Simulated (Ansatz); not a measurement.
Consider La.

Input file:

```
crystal:
  lattice:
    - [3.77, 0.0, 0.0]
    - [-1.885, 3.2649157723, 0.0]
    - [0.0, 0.0, 12.159]
  atoms:
    - { symbol: La, position: [0.0, 0.0, 0.0] }
    - { symbol: La, position: [0.0, 0.0, 0.5] }
    - { symbol: La, position: [0.3333333333, 0.6666666667, 0.75] }
    - { symbol: La, position: [0.6666666667, 0.3333333333, 0.25] }
basis:
  ecutwfc: 420
kpoints:
  mp_grid: { grid: [15, 15, 4] }
hamiltonian:
  xc: pbe
scf:
  occupations: { method: gaussian, width: 0.1 }
output:
  forces: true
  stress: true
  eigenvalues: true
  write_density: true
  write_potential: true
  elf: true
  volumetric_format: npy
relax:
  adjacent_minimum: "off"
  f_tol: 0.005
  max_steps: 80
  cell: { stress_tol: 0.05 }
```

Run with:

```sh
ansatz run input.yaml --threads 8 --pin off --max-ram 22528MiB --backend cpu --events-out ev --progress --plain --runs-dir out
```

Below, planes, directions and counts refer to the conventional cell (a = 3.77 Å, b = 3.77 Å, c = 12.08 Å, α = 90.00°, β = 90.00°, γ = 120.00°).

The fields are those of the run's last geometry, not of the input's.

Space group P6₃/mmc.

Level of theory: DFT PBE, scalar-relativistic, plane waves, PAW (Ansatz).

Question: What will maps of the valence pseudo-density and electron localisation function show?

Answer: La–La (3.77 Å): ρ is about 0.09 e/Å³ halfway; the ELF is about 0.15 at the midpoint: no localised pair shows between them.

Question: Does the calculation give a band gap?

Answer: It is metallic or semimetallic at this level of theory: no gap opens.

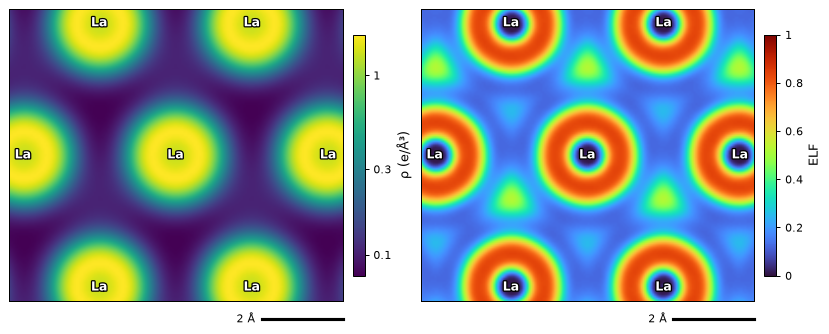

Computed valence pseudo-density and electron localisation function on the (001) plane of the conventional cell, in this order. 

In a PAW calculation such maps are meaningful between the atoms, not at the nuclei.
